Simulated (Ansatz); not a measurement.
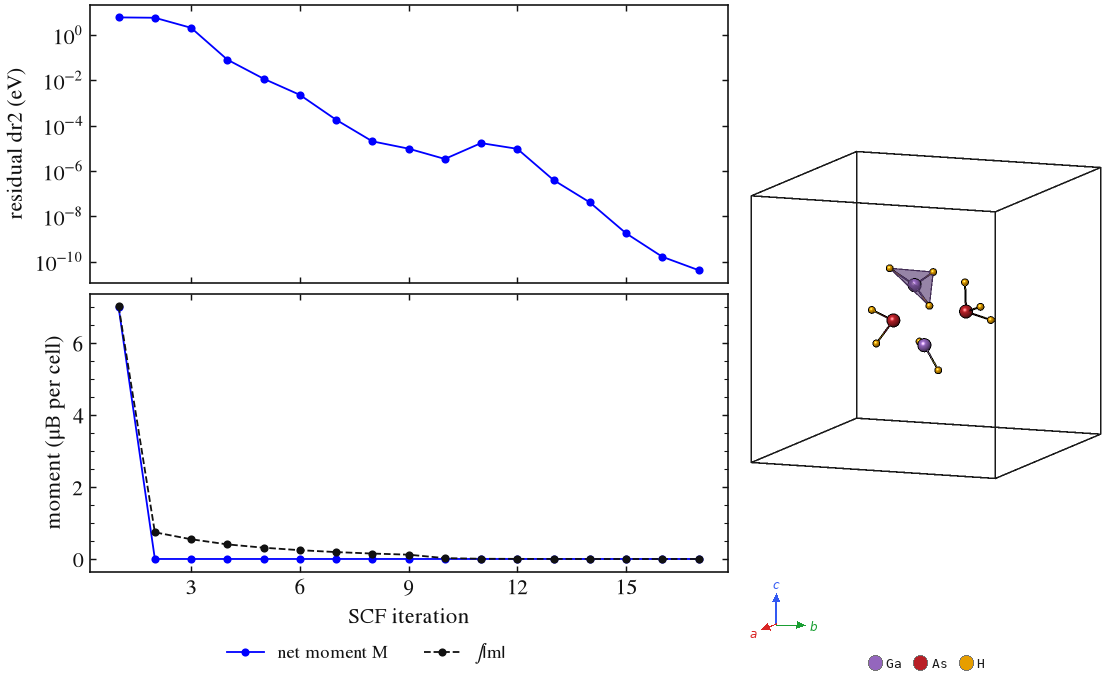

Beside the plot: the structure.

The plot shows the SCF iterations of a calculation: density residual dr2, magnetic moments. dr2 is the charge part; the magnetisation has a residual of its own.

GaAsH5 (14 atoms in the cell), run with Ansatz.

```
crystal:
  lattice:
    - [14.1, 0.0, 0.0]
    - [0.0, 12.9, 0.0]
    - [0.0, 0.0, 13.3]
  atoms:
    - { symbol: Ga, position: [0.4422931417, 0.4683447456, 0.3752566755] }
    - { symbol: As, position: [0.56636293, 0.3948982764, 0.4843372947] }
    - { symbol: Ga, position: [0.625895258, 0.5076825547, 0.633381859] }
    - { symbol: As, position: [0.3846362543, 0.6144420264, 0.5006011379] }
    - { symbol: H, position: [0.4809979875, 0.5421558848, 0.2919968099] }
    - { symbol: H, position: [0.346947858, 0.4074192037, 0.3693902261] }
    - { symbol: H, position: [0.525583426, 0.2891485213, 0.5106281681] }
    - { symbol: H, position: [0.6375852539, 0.3556291722, 0.4072671728] }
    - { symbol: H, position: [0.5218272196, 0.5388740968, 0.6669936141] }
    - { symbol: H, position: [0.6798711971, 0.5915089668, 0.5697407374] }
    - { symbol: H, position: [0.6814963162, 0.4296360076, 0.7011356272] }
    - { symbol: H, position: [0.4492965654, 0.7013912112, 0.5341716509] }
    - { symbol: H, position: [0.3399781517, 0.5908843404, 0.601460098] }
    - { symbol: H, position: [0.3049443925, 0.6815674462, 0.459464389] }
basis:
  ecutwfc: 420
kpoints:
  mp_grid: { grid: [1, 1, 1] }
hamiltonian:
  xc: pbe
scf:
  occupations: { method: gaussian, width: 0.05 }
  max_iter: 50
output:
  forces: true
  eigenvalues: true
magnetization:
  spin_polarized: true
  initial_magnetization: 7
```

Run as:
```bash
ansatz run input.yaml --threads 4 --pin off --max-ram 11264MiB --backend cpu --events-out ev --progress --plain --runs-dir out
```

How did this run end?

Answer. Converged, in 17 iterations. The residual comes down, with one marked jump up, by a factor of about 5, at step 11. The program keeps the magnetisation out of the quasi-Newton mixer until iteration 8 and then restarts the mixer with it.

What is the residual at the start and at the end?

Answer. It starts near 6 and ends near 4 × 10⁻¹¹ eV.

How do the moments develop?

Answer. The net moment goes from 7.0 to 0.0 μB per cell. ∫|m| ends at 0.0 μB, so the magnetism dies out.

Is anything amiss with this input?

Answer. The input holds an odd setting (an impossible spin). The SCF closed; whether the result suffers can't be told from this run alone.
